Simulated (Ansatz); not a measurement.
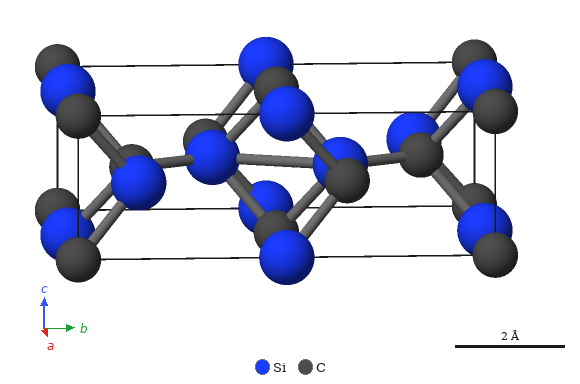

Starting structure of a crystal of SiC (a generated structure, set up in Pbam) (coarse preliminary run). Style: ball-and-stick. Shown: the cell of the calculation, from a free direction.

The calculation used Ansatz, DFT PBE, scalar-relativistic, plane waves, PAW.

The input:
```yaml
crystal:
  lattice:
    - [5.56765075, 0.0, 0.0]
    - [0.0, 7.67880497, 0.0]
    - [0.0, 0.0, 2.67546321]
  atoms:
    - { symbol: Si, position: [0.58691247, 0.64905969, 0.5] }
    - { symbol: Si, position: [0.41308753, 0.35094031, 0.5] }
    - { symbol: Si, position: [0.0, 0.5, 0.0] }
    - { symbol: Si, position: [0.08691247, 0.85094031, 0.5] }
    - { symbol: Si, position: [0.91308753, 0.14905969, 0.5] }
    - { symbol: Si, position: [0.5, 0.0, 0.0] }
    - { symbol: C, position: [0.08691247, 0.35094031, 0.5] }
    - { symbol: C, position: [0.91308753, 0.64905969, 0.5] }
    - { symbol: C, position: [0.5, 0.5, 0.0] }
    - { symbol: C, position: [0.58691247, 0.14905969, 0.5] }
    - { symbol: C, position: [0.41308753, 0.85094031, 0.5] }
    - { symbol: C, position: [0.0, 0.0, 0.0] }
basis:
  ecutwfc: 420
kpoints:
  mp_grid: { grid: [4, 2, 6] }
hamiltonian:
  xc: pbe
scf:
  occupations: { method: gaussian, width: 0.1 }
  lower_state_search: "off"
output:
  forces: true
  stress: true
  eigenvalues: true
relax:
  adjacent_minimum: "off"
  f_tol: 0.04
  max_steps: 70
  cell: { stress_tol: 0.4 }
```

Run as
```bash
ansatz run input.yaml --threads 1 --pin off --max-ram 2560MiB --backend cpu --events-out ev --progress --plain --runs-dir out
```

What does the optimiser find from here?

The largest moves relative to the cell, 0.17 Å, are those of C7, C8, C10 and C11. C10 goes roughly along −a. By element the largest moves are C 0.17 Å, Si 0.04 Å. The volume changes by +9.8 %, with a 5.568 → 5.217 Å (−6.3 %), b 7.679 → 8.203 Å (+6.8 %), c 2.675 → 2.934 Å (+9.7 %). Some distances before and after: Si3–C7 1.826 → 1.955 Å, Si1–C9 1.826 → 1.947 Å, Si1–Si2 2.485 → 2.560 Å, Si1–C8 1.816 → 1.849 Å. Among the angles between lasting bonds that change: C8–Si4–C11 122.0° → 112.5°, Si2–C10–Si6 113.0° → 121.6°, Si5–Si4–C8 125.1° → 133.5°. The space group stays Pbam (No. 55). After 6 accepted moves (9 points after the start) the energy has fallen by 3.060 eV per cell of the calculation. The largest force component goes from 2.2 to 0.0011 eV/Å. Pressure: 33.64 GPa at the start and 0.02 GPa at the end. The line search rejected the trial step at point 3 of the run. The SCF was repeated twice at an unchanged geometry on a basis and grid sized afresh for the cell, which shifted the energy by 66.1 meV per cell of the calculation at most.

Step by step:

```
step  E − E(0), meV/atom  largest force component, eV/Å  pressure, GPa  volume, Å³/atom                      note
   0                0.00                         2.1827          33.64            9.532                          
   1             -155.02                         1.5784          17.07           10.000                          
   2             -237.97                         0.9423           2.02           10.459                          
   3             -236.11                         1.5725          -0.42           10.491                  rejected
   4             -247.01                         0.1859           0.07           10.501                          
   5             -248.84                         0.1280          -0.54           10.435                          
   6             -249.43                         0.0155           0.04           10.439                          
   7             -254.93                         0.0153           0.65           10.439  same geometry, new basis
   8             -255.00                         0.0008           0.02           10.464                          
   9             -255.04                         0.0011           0.02           10.464  same geometry, new basis
```

Final geometry:

```
CELL_PARAMETERS angstrom
5.21728 0.00000 0.00000
0.00000 8.20283 0.00000
0.00000 0.00000 2.93418
ATOMIC_POSITIONS crystal
Si 0.59089 0.64495 0.50000
Si 0.40911 0.35505 0.50000
Si 0.00000 0.50000 0.00000
Si 0.09089 0.85505 0.50000
Si 0.90911 0.14495 0.50000
Si 0.50000 0.00000 0.00000
C 0.05505 0.34636 0.50000
C 0.94495 0.65364 0.50000
C 0.50000 0.50000 0.00000
C 0.55505 0.15364 0.50000
C 0.44495 0.84636 0.50000
C 0.00000 0.00000 0.00000
```

The end point in the same view:

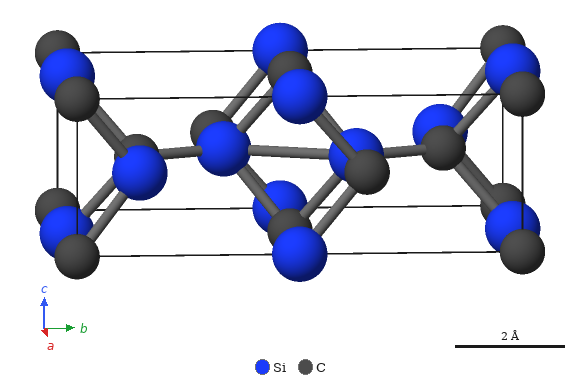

Limits of the set-up: the k-point mesh is coarse for a cell with partly filled bands.
